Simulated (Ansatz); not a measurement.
Geometry optimisation.

Program: Ansatz.

```
crystal:
  lattice:
    - [0.0, 3.63988467, 3.63988467]
    - [3.63988467, 0.0, 3.63988467]
    - [3.63988467, 3.63988467, 0.0]
  atoms:
    - { symbol: Rb, position: [0.0, 0.0, 0.0] }
basis:
  ecutwfc: "22 Ha"
kpoints:
  mp_grid: { grid: [1, 1, 1] }
hamiltonian:
  xc: pw92
scf:
  occupations: { method: tetrahedron }
output:
  forces: true
  stress: false
  eigenvalues: true
relax:
  adjacent_minimum: "off"
  f_tol: 0.07
  max_steps: 10
  cell: { p_target: 5 }
magnetization:
  spin_polarized: true
  initial_magnetization: 0.0
```

Launched with:
```bash
ansatz run input.yaml --threads 1 --pin off --max-ram 1331MiB --backend cpu --events-out ev --progress --plain --runs-dir out
```

### How does the optimisation go?

The optimisation met its thresholds at geometry 4, counting the start as the first. The energy of the last step lies about 180 meV/atom above the first, with a rise at steps 3 and 4. The target is 5 GPa, so the enthalpy and not the energy is minimised. All forces vanish by symmetry, so only the cell moves. The volume shrinks from 96.4 to 60.0 Å³ per atom (−38 %).

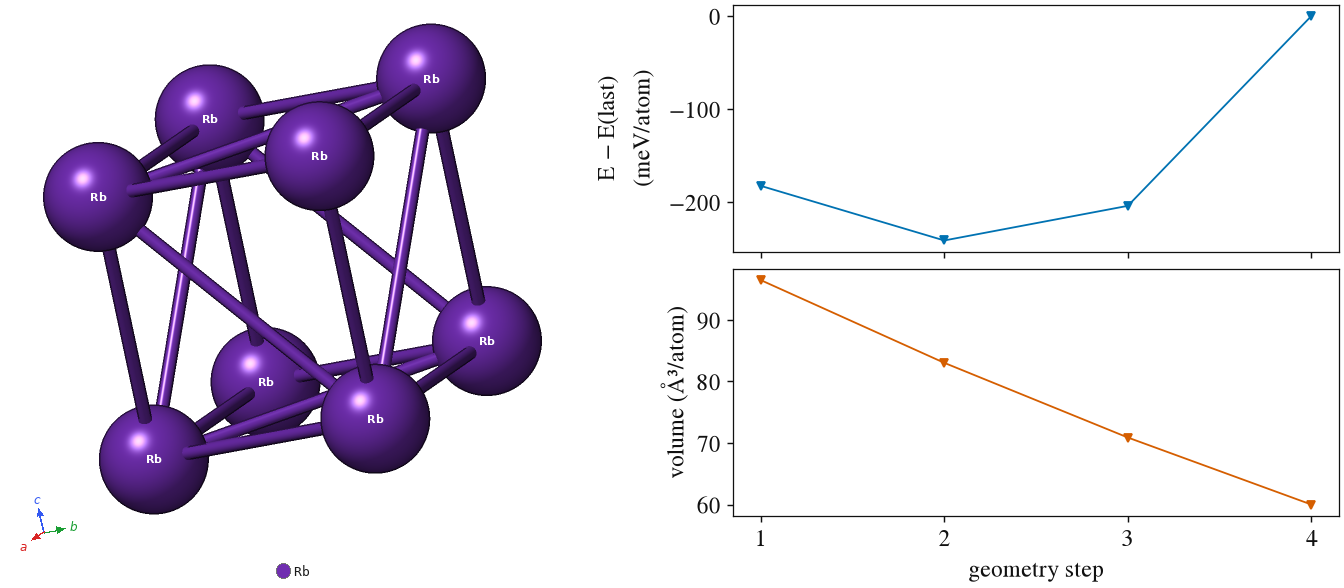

Beside the plot: the structure at the start.

History of the run, step by step. Atoms and cell relax. A closing SCF on a freshly chosen basis isn't drawn.
